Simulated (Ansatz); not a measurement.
## Electronic structure of B4N3 in real space

Input file:

```
crystal:
  lattice:
    - [2.4330116274, -4.1429507914, 0.0003205336]
    - [2.4330116274, 4.1429507914, 0.0003205336]
    - [-1.6167852491, 0.0, 2.7779618935]
  atoms:
    - { symbol: B, position: [0.0555352199, 0.5479204722, 0.6767382675] }
    - { symbol: B, position: [0.4520795278, 0.9444647801, 0.3232617325] }
    - { symbol: B, position: [0.4950261338, 0.5049738662, 0.5] }
    - { symbol: B, position: [0.0006458789, 0.9993541211, 0.5] }
    - { symbol: "N", position: [0.8320776011, 0.1679223989, 0.5] }
    - { symbol: "N", position: [0.8434795659, 0.6789008299, 0.5399140201] }
    - { symbol: "N", position: [0.3210991701, 0.1565204341, 0.4600859799] }
basis:
  ecutwfc: 420
kpoints:
  mp_grid: { grid: [8, 8, 10] }
hamiltonian:
  xc: pbe
scf:
  occupations: { method: gaussian, width: 0.1 }
output:
  forces: true
  stress: true
  eigenvalues: true
  write_density: true
  write_potential: true
  elf: true
  volumetric_format: npy
relax:
  adjacent_minimum: "off"
  f_tol: 0.01
  max_steps: 30
  cell: { stress_tol: 0.1, fix: [volume] }
```

Command:

```sh
ansatz run input.yaml --threads 1 --pin off --max-ram 2560MiB --backend cpu --events-out ev --progress --plain --runs-dir out
```

Below, planes, directions and counts refer to the conventional cell (a = 4.90 Å, b = 8.34 Å, c = 3.17 Å, α = 90.00°, β = 120.01°, γ = 90.00°).

The fields are those of the run's last geometry, not of the input's.

Space group C2; a generated structure, not necessarily the stable one; changed on purpose from its base cell (volume × 0.94, shape and atoms relaxed); computed pressure about 6 GPa in this cell; computed without spin polarisation.

Theory: DFT PBE, scalar-relativistic, plane waves, PAW in Ansatz 0.2.0.

In a PAW calculation such maps are meaningful between the atoms, not at the nuclei.

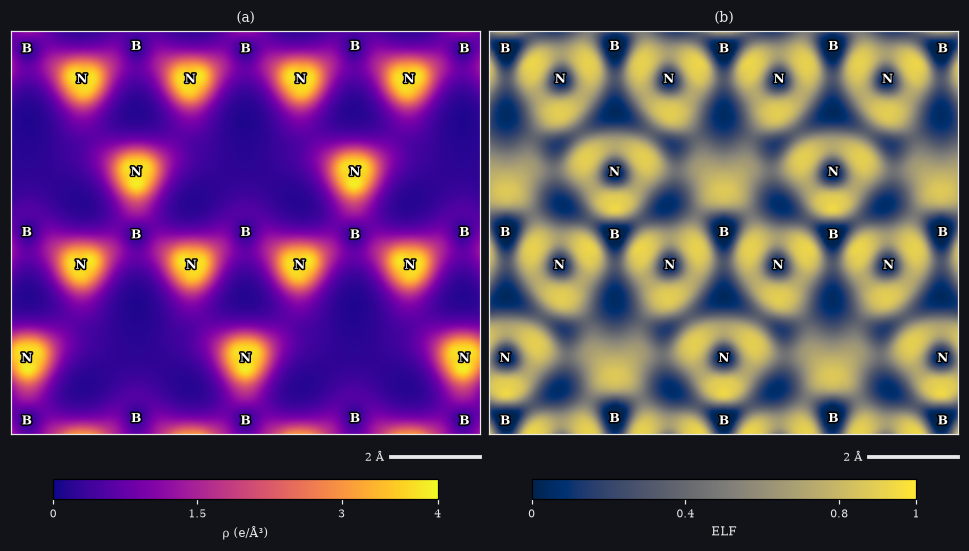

Figure 1. (a) valence charge density (pseudo); (b) ELF on the (001) plane of the conventional cell.

### Read the bonding off the picture.

The section cuts through B and N sites. Atoms just off the plane (B, 0.5 Å away) can leave unmarked features too. B–N (1.41 Å): the density is about 2 e/Å³ at the midpoint; the ELF peaks at about 0.95 between the atoms. B–N (1.42 Å): ρ is about 1.9 e/Å³ halfway; the ELF peaks at about 0.90 between the atoms. Between the atoms the lowest density in this plane is 0.12 e/Å³.

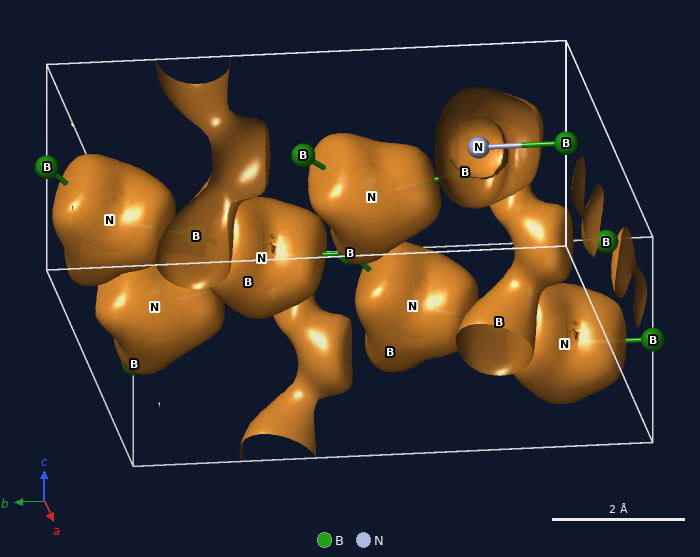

Figure 2. Isosurface of the ELF at 0.7 (orange), seen at an oblique angle. Core shells and regions of very low density are left out. Sticks mark near contacts.

### Identify the bonds, lone pairs and shells in this picture.

At this value the surface marks out six regions on N in which the atom's valence shell and bonds are merged and channels that run through the cell in one direction, counted in one cell of 14 atoms. Any copies at cell faces, edges or corners count once. Along the contacts the grid gives the following. B–N (1.45 Å): the ELF peaks at about 0.90 between the atoms.

### Does the calculation make it a metal, or give it a gap?

It is metallic or semimetallic at this level of theory: no gap opens.
